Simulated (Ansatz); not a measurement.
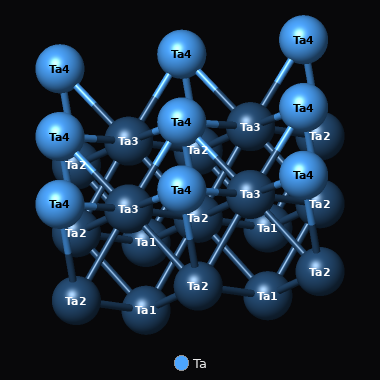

The system is S on a Ta(100) slab cut from the Im-3m phase, its upper half relaxed before the scan (4 atoms of substrate and one adsorbate in a 1 × 1 cell); the picture shows it without the atoms that are moved over the map. 
- S is moved over the surface cell; relaxed at each place: the height of the adsorbate's atoms; substrate rigid; the origin of the map has the adsorbate above Ta4.
- Places are given modulo a cell vector. The map is drawn in real space over the plane of the surface.
- The scan uses an 8 × 8 grid; 15 points were computed and 49 follow by symmetry.
- Energies are in eV, from the lowest grid point.
- With one adsorbate in each 1 × 1 cell, its nearest image is 3.3 Å away, so neighbouring adsorbates interact.
- These are results of DFT PBE, scalar-relativistic, plane waves, PAW (Ansatz), not measurements. Settings: cutoff 420 eV, k-mesh 8×8×1, gaussian smearing 0.1 eV, no spin polarisation.

Range: position of S5 along the first surface vector from 0.000 to 0.875; position of S5 along the second surface vector from 0.000 to 0.875.

### What will the energy surface look like?

The lowest grid point is at a fourfold hollow over a second-layer Ta atom, (4/8, 4/8) of the cell vectors. No other kind of well shows on this grid. The highest grid point, the top site over a surface Ta atom, (0/8, 0/8) of the cell vectors, lies 2.37 eV above the lowest. On the interpolated surface the easiest way out of the lowest well to its copy in the next cell or period passes a barrier of about 1.5 eV. At the lowest point the adsorbate has 5 Ta at 2.61 Å as nearest neighbours, at the highest 1 Ta at 2.24 Å. Its relaxed height above the top atom is 1.14 Å at the lowest and 2.24 Å at the highest point.

```
second ↓, first →   0/8   1/8   2/8   3/8   4/8   5/8   6/8   7/8
              7/8  2.32  2.27  2.11  1.74  1.37  1.74  2.11  2.27
              6/8  2.15  2.11  1.95  1.53  1.04  1.53  1.95  2.11
              5/8  1.79  1.74  1.53  0.88  0.35  0.88  1.53  1.74
              4/8  1.45  1.37  1.04  0.35  0.00  0.35  1.04  1.37
              3/8  1.79  1.74  1.53  0.88  0.35  0.88  1.53  1.74
              2/8  2.15  2.11  1.95  1.53  1.04  1.53  1.95  2.11
              1/8  2.32  2.27  2.11  1.74  1.37  1.74  2.11  2.27
              0/8  2.37  2.32  2.15  1.79  1.45  1.79  2.15  2.32
```

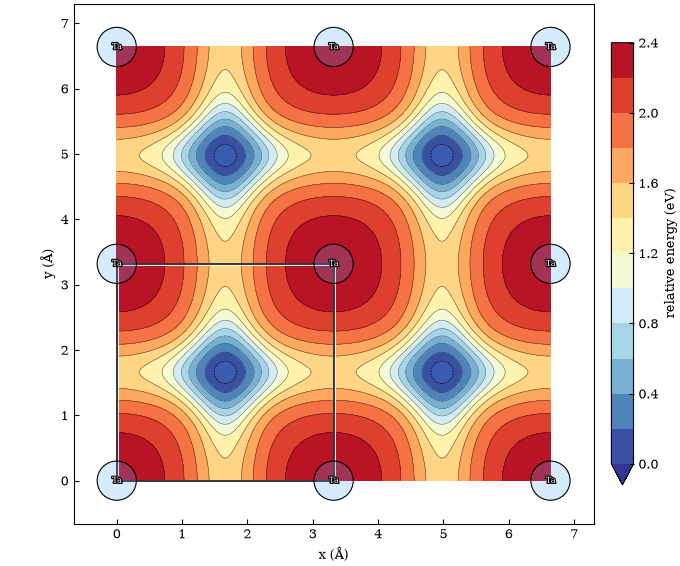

Drawn: filled contours, labelled circles for the atoms of the top layer and small ones for the second layer, the outline of one cell of the 2 × 2 shown. Between grid points the surface is interpolated.

Each point was launched as `ansatz run input.yaml --threads 1 --pin off --max-ram 3072MiB --backend cpu --events-out ev --progress --plain --runs-dir out`. Time for the 15 points that were run: 15 min on 1 thread of Arm Neoverse V2, with other jobs on the host.

PAW datasets: the set soft_1.
